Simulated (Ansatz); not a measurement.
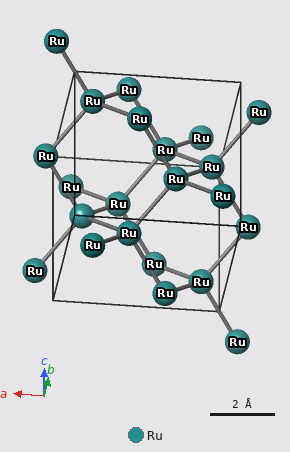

Starting structure of a crystal of Ru (a generated structure, set up in Fd-3m). A ball-and-stick model of the conventional cell (4 times the calculation's cell), seen from a free direction. Lengths and directions refer to the drawn axes.

Phase: diamond.

Computed with DFT, r2SCAN, plane waves (500 eV) with PAW, scalar-relativistic (Ansatz 0.2.0).

Input file:
```yaml
crystal:
  lattice:
    - [0.0, 2.635171402, 2.635171402]
    - [2.635171402, 0.0, 2.635171402]
    - [2.635171402, 2.635171402, 0.0]
  atoms:
    - { symbol: Ru, position: [0.125, 0.125, 0.125], spin: 1.0 }
    - { symbol: Ru, position: [0.875, 0.875, 0.875], spin: 1.0 }
hamiltonian:
  xc: r2scan
  pseudopotentials:
    kind: paw
    azcp:
      Ru: "pseudopotentials/Ru.paw.azcp"
basis:
  ecutwfc: 500
  fft_grid_basis: typed
kpoints:
  mp_grid: { grid: [10, 10, 10], shift: [0, 0, 0] }
magnetization:
  spin_polarized: true
scf:
  occupations: { method: fermi_dirac, width: 0.05 }
relax:
  max_steps: 60
  f_tol: 0.01
  cell: {}
```

> Predict the outcome.

After 3 accepted moves (4 points after the start) the energy has fallen by 76.5 meV per atom. All forces vanish by symmetry, so only the cell relaxes. The pressure goes from 17.28 to 0.01 GPa. At 1 point the geometry stayed and the basis and grid were re-selected for the new cell (energy shift of 1.1 meV per atom at most each time). No atom moves by more than 0.005 Å relative to the cell. Cell: a = b = c 5.270 → 5.413 Å (+2.7 %). Volume +8.4 %. Among the contacts that change: Ru1–Ru2 2.282 → 2.344 Å. The space group stays Fd-3m (No. 227). The program noted that the starting moments weren't kept. The run took about 60 core-seconds on a shared host.

History of the run:

```json
{"step": "0", "E − E(0), meV/atom": "0.00", "pressure, GPa": "17.28", "volume, Å³/atom": "18.299", "note": ""}
{"step": "1", "E − E(0), meV/atom": "-67.13", "pressure, GPa": "-4.55", "volume, Å³/atom": "20.371", "note": ""}
{"step": "2", "E − E(0), meV/atom": "-75.21", "pressure, GPa": "-0.67", "volume, Å³/atom": "19.901", "note": ""}
{"step": "3", "E − E(0), meV/atom": "-75.41", "pressure, GPa": "-0.01", "volume, Å³/atom": "19.827", "note": ""}
{"step": "4", "E − E(0), meV/atom": "-76.49", "pressure, GPa": "0.01", "volume, Å³/atom": "19.827", "note": "same geometry, new basis"}
```

The structure at the end:

```xyz
2
Lattice="0.0000 2.7066 2.7066 2.7066 0.0000 2.7066 2.7066 2.7066 0.0000" Properties=species:S:1:pos:R:3 pbc="T T T"
Ru    0.6766    0.6766    0.6766
Ru    4.7365    4.7365    4.7365
```

The end point in the same view:

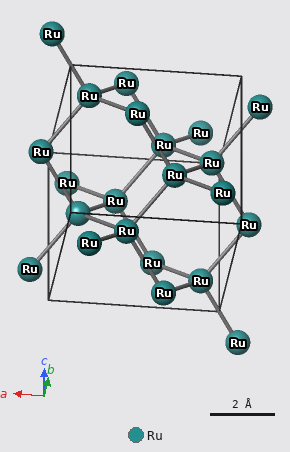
